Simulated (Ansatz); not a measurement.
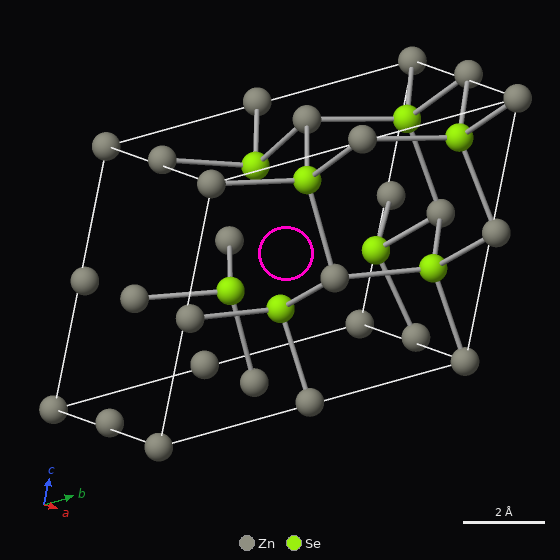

The figure gives a ball-and-stick picture of the atoms, viewed slightly off an axis. One supercell is framed, with atoms on its boundary repeated. The host is ZnSe, in a cell of 16 sites, and the cell carries a charge of -2. A ring marks the defect's site.

Question: Which defect is modelled here, and what are its neighbours?

Answer: A zinc vacancy. Around the empty site lie four Se at about 2.3 to 2.4 Å.

Level of theory: Ansatz 0.2.0, DFT PBE, scalar-relativistic, plane waves, PAW. Settings were plane-wave cutoff 420 eV, a 2×2×2 grid in reciprocal space, Gaussian smearing of 0.01 eV, collinear spins.

Question: Is there a net moment in the defective cell?

Answer: No net moment.

The atoms were relaxed in the host's cell with DFT PBE, scalar-relativistic, plane waves, PAW in Ansatz.
